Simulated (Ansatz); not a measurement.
**Geometry relaxation, with input and output: Si (part 1 of 2)**

- system: Si (slab, 4 atoms in the cell)
- method: DFT PBE, scalar-relativistic, plane waves, PAW, PAW set soft_1, no spin polarisation (Ansatz 0.2.0)

The structure derives from an entry of the Crystallography Open Database. The input holds or restrains some coordinates. Forces given for the steps count only the free coordinates. Figures and captions count atoms from 1; the log counts them from 0 in places.

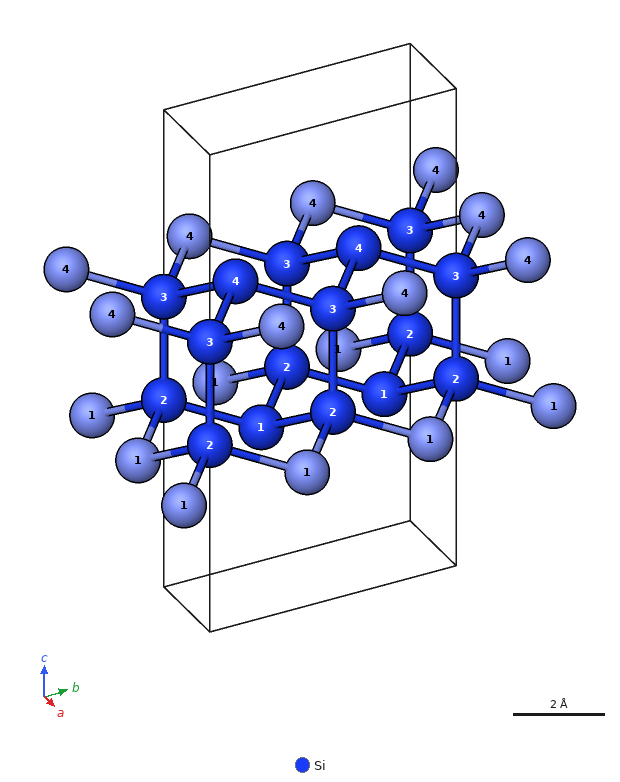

Fig. 1: The starting structure (ball-and-stick view of the 1 × 2 repeat of the cell, with the vacuum cut short, seen slightly off an axis; neighbours outside the cell are drawn fainter; atoms are numbered from 1 in the order of the input). An atom can appear more than once, as a periodic image. Near neighbours in the periodic cell (some may lie outside the picture): Si has 3 Si at 2.37 Å; Si has 4 Si at 2.37 Å.

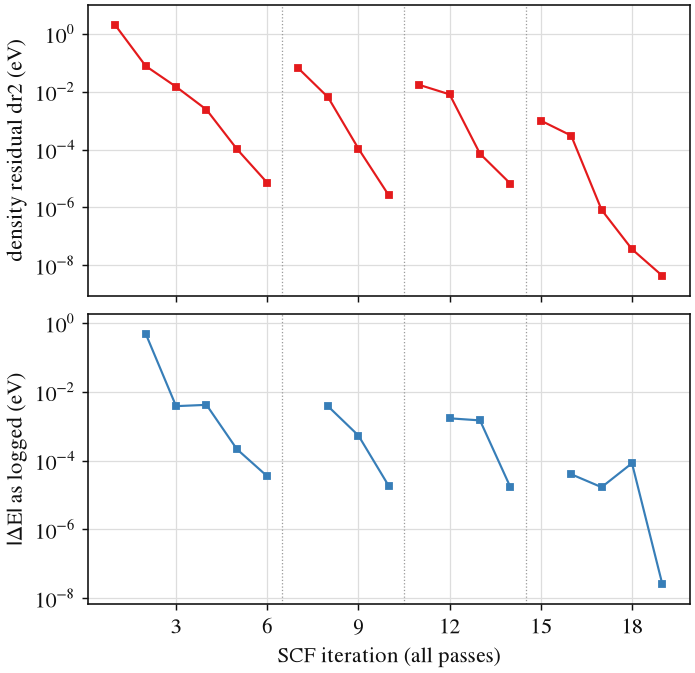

Fig. 2: Convergence of the self-consistent field: density residual dr2 and size of the energy change against the SCF iteration. The dotted lines part the SCF passes of the relaxation: geometry steps, rejected trials and re-solves on a re-selected basis. The passes take 6, 4, 4 and 5 iterations.

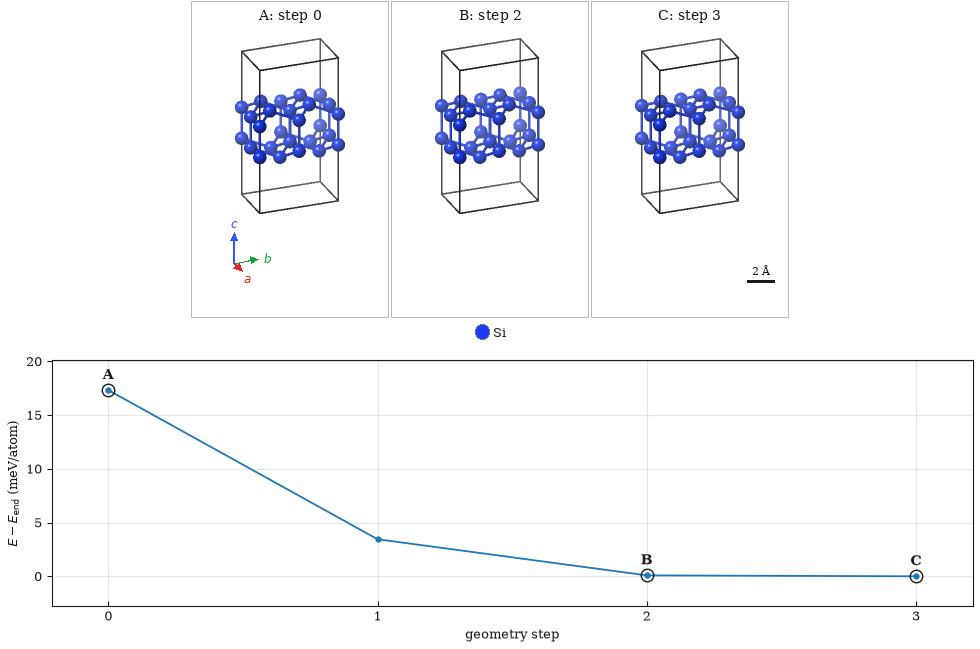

Fig. 3: Frames of the restrained relaxation (ball-and-stick view of the 2 × 2 repeat of the cell, with the vacuum cut short, seen slightly off an axis) above the curves, on which the letters mark them (the first geometry is step 0 here and step 1 in the log).

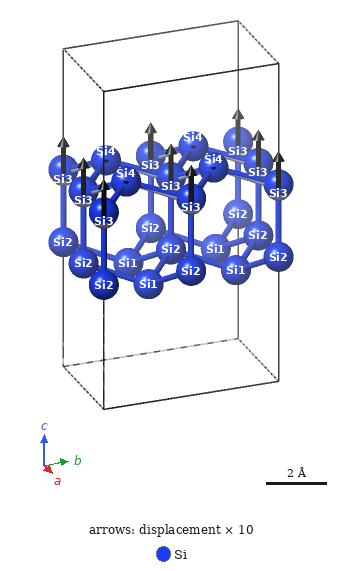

Fig. 4: Start (faint) and end (solid) with the displacements as black arrows, magnified 10 times (ball-and-stick view of the 2 × 2 repeat of the cell, with the vacuum cut short, seen slightly off an axis). Over 3 geometry steps the energy falls by 17.3 meV per atom. The largest force component goes from 1.1 to 0.0011 eV/Å. Si3 moves most: 0.13 Å. The cell stays as it was. Among the contacts that change: Si2–Si3 2.368 → 2.497 Å, Si3–Si4 2.368 → 2.326 Å. Among the angles that change: Si2–Si3–Si4 109.5° → 106.3°, Si4–Si3–Si4 109.5° → 112.5°. (Atoms are counted from 1 in the order of the input.)

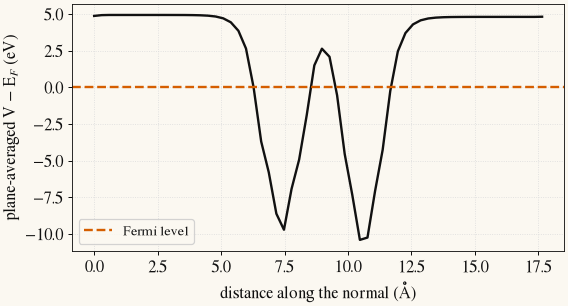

Fig. 5: Plane average of the electrostatic potential energy of an electron across the cell, from the Fermi level. The vacuum level lies 4.81 eV above the Fermi level on the upper side and 4.94 eV on the lower.

These pictures come from the run below.

The input:
```yaml
crystal:
  lattice:
    - [3.8675357018, 0.0, 0.0]
    - [-1.9337678509, 3.3493841678, 0.0]
    - [0.0, 0.0, 17.9472870964]
  atoms:
    - { symbol: Si, position: [0.3333333333, 0.6666666667, 0.3900310929] }
    - { symbol: Si, position: [0.0, 0.0, 0.4340186557] }
    - { symbol: Si, position: [0.0, 0.0, 0.5659813443] }
    - { symbol: Si, position: [0.6666666667, 0.3333333333, 0.6099689071] }
basis:
  ecutwfc: 420
kpoints:
  mp_grid: { grid: [9, 9, 1] }
hamiltonian:
  xc: pbe
  pseudopotentials: { kind: paw, azcp: { folder: soft_1 } }
scf:
  occupations: { method: gaussian, width: 0.05 }
output:
  forces: true
  eigenvalues: true
relax:
  adjacent_minimum: "off"
  f_tol: 0.03
  max_steps: 50
  constraints: [{ sites: [0, 1] }]
efield:
  axis: 3
  dipole_correction: true
  ramp_width: 0.04
```

Command:
```bash
ansatz run input.yaml --threads 1 --pin off --max-ram 3072MiB --backend cpu --events-out ev --progress --plain --runs-dir out
```

The program's output:
```
Engine: ansatz 0.2.0, aarch64-unknown-linux-gnu
Pseudopotentials: kind: paw
Pseudopotential: Si, paw, valence charge 4, recommended cutoff 420 eV (normal), [file]
Functional definition: PBE
  parameter kappa = 0.804
  parameter beta = 0.06672455060314922
  exchange = pbe_x(kappa = kappa, mu = beta*pi^2/3)
  correlation = pbe_c(beta = beta)
Crystal: 4 atoms, lattice volume = 232.487 Å³
Basis set: ecut = 420 eV, 4583 PW (Γ), exchange–correlation on 54×54×240 points (8 copies of the dense FFT grid, shifted against one another)
Bands: 12, of which v1, the nominal top of the filled ones, is band 8 counted from 1 (7 counted from 0)
Symmetry: 6 space group operations
k-points: 12 of 81 (time reversal used)
Non-local potential: Si, projectors of the file, l = 0: 2, l = 1: 2, l = 2: 1
PAW form: soft (Blöchl's): semilocal exchange-correlation on the pseudo side does not see the compensation charge
PAW one-centre angular grid: Si, 110 points (default); XC on 64 Gauss nodes
Initial density: superposition of atomic densities (neutral atoms: chi_scale 0, normalization atom)
Initial wavefunctions: pseudopotential atomic-orbital guess
Functional: x = pbe(κ = 0.804, μ = 0.2195149727645171), c = pbe(β = 0.06672455060314922)
SCF iter   1: F=—  HF=-2541.595790 eV  |F-HF|=—  |Δ(HF+E_count)|=         —  Δρ=2.45e-2  dr2=1.97e0  ethr=3.10e-3  p=0.000 e·Å  D=4.82e-15 V/Å  ΔV_dip=-0.00 eV  dr2_dipole=3.87e-9  V_vac-E_F(+/−)=6.18/6.18 eV  ⟨swp⟩=10.0  Hψ=1434  notcnv=0
efield: sawtooth ramp at fractional position 0.9800 (placed from the atoms, in the widest stretch of the axis that holds none; the zero of the levels goes with the place), width 0.0400; the density the first Hamiltonian is built on has a dipole p = 0.000 e·Å; the dipole correction subtracts the counter field D = 4.82e-15 V/Å, which shifts the + side's vacuum level by -0.00 eV against the − side's; the planar-averaged density in the ramp window peaks in size at 3.5e-8 e/Å³
preconditioner: auto → LDOS  [insulator: Δε(μ)=0.105 eV  Ē_g=7.297 eV  σ=0.050 eV  W_gap=0.66  n_scr=8 (ndim 8)  ℏωp=9.7 eV  f_vac=0.517  D(μ)=1.61/eV (n_scr^D=6)  ε∞_Penn≈2.8  β→1.0]
SCF iter   2: F=—  HF=-2541.104849 eV  |F-HF|=—  |Δ(HF+E_count)|=   4.91e-1  Δρ=5.69e-3  dr2=7.67e-2  ethr=3.10e-3  p=-0.000 e·Å  D=-1.66e-4 V/Å  ΔV_dip=0.00 eV  dr2_dipole=6.29e-6  V_vac-E_F(+/−)=4.98/4.98 eV  ⟨swp⟩=3.2  Hψ=422  notcnv=0
SCF iter   3: F=—  HF=-2541.108687 eV  |F-HF|=—  |Δ(HF+E_count)|=   3.84e-3  Δρ=1.53e-3  dr2=1.47e-2  ethr=4.79e-4  p=0.000 e·Å  D=1.90e-4 V/Å  ΔV_dip=-0.00 eV  dr2_dipole=1.44e-5  V_vac-E_F(+/−)=4.95/4.95 eV  ⟨swp⟩=3.0  Hψ=318  notcnv=0
SCF iter   4: F=—  HF=-2541.104492 eV  |F-HF|=—  |Δ(HF+E_count)|=   4.19e-3  Δρ=4.25e-4  dr2=2.38e-3  ethr=9.20e-5  p=-0.000 e·Å  D=-4.53e-6 V/Å  ΔV_dip=0.00 eV  dr2_dipole=1.24e-9  V_vac-E_F(+/−)=4.92/4.92 eV  ⟨swp⟩=2.5  Hψ=281  notcnv=0
SCF iter   5: F=—  HF=-2541.104276 eV  |F-HF|=—  |Δ(HF+E_count)|=   2.16e-4  Δρ=1.68e-4  dr2=1.04e-4  ethr=1.49e-5  p=-0.000 e·Å  D=-5.49e-6 V/Å  ΔV_dip=0.00 eV  dr2_dipole=1.42e-8  V_vac-E_F(+/−)=4.87/4.87 eV  ⟨swp⟩=1.8  Hψ=207  notcnv=0
SCF iter   6: F=-2541.104311 eV  HF=-2541.104311 eV  |F-HF|=5.23e-7  |Δ(HF+E_count)|=   3.51e-5  Δρ=4.31e-5  dr2=7.08e-6  ethr=1.41e-7  p=0.000 e·Å  D=4.45e-6 V/Å  ΔV_dip=-0.00 eV  dr2_dipole=2.68e-9  V_vac-E_F(+/−)=4.85/4.85 eV  ⟨swp⟩=7.4  Hψ=1079  notcnv=0
SCF 1 converged in 6 iterations: F = -2541.104311 eV  dr2 = 7.08e-6
  greatest PAW one-centre occupation: 0.659 electrons in one spin orbital (limit 2), on the Si atom at site 3 (counted from 0), in its partial waves of l = 0
relax step   1: F+E_penalty+E_count = -2541.10431098 eV  Δ(F+E_penalty+E_count) = +0.000e0 eV  max|allowed force component| = 1.120e0 eV/Å  Δτ_max = 0.0000 Å  (6 SCF iters, dr2 threshold 2.25e-5 eV, accepted)
Initial density: handed on by an earlier stage of this run
Initial wavefunctions: those handed on with the density
iter 1 solved again at ethr=4.64e-4 eV; its pass at ethr=3.10e-3 eV (dr2=7.42e-2 eV) is discarded
```
